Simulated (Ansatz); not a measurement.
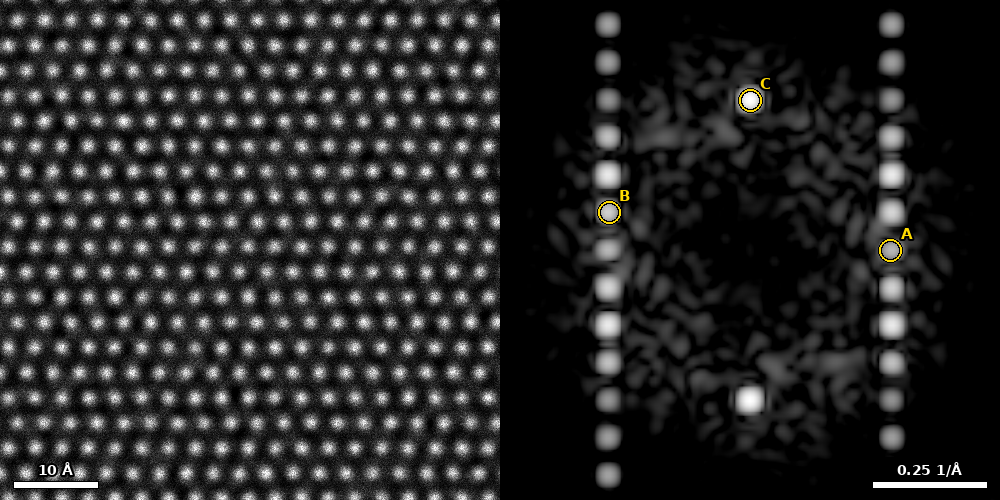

HAADF-like image of a crystal. The image is simulated as a sum over atoms of Z^1.7, blurred by a 1.30 Å probe (no channelling). Shot noise and the speckle of an amorphous layer were added.

The right panel is the modulus of the image's Fourier transform on a logarithmic scale.

Question: Which lattice spacings do the marked spots stand for, and what angle do A and B enclose?

Answer: A: 3.2 Å, B: 3.1 Å, C: 3.0 Å; A and B enclose about 165°.

The crystal is Yb (P6_3/mmc, No. 194) along [100]; the spots are (0 -1 0), (0 1 -1) and (0 0 -4). Atomic positions: coordinates from a relaxation with DFT, PBE, plane waves (420 eV) with PAW, scalar-relativistic (Ansatz); the starting structure was generated, so it need not be a known form of this composition.
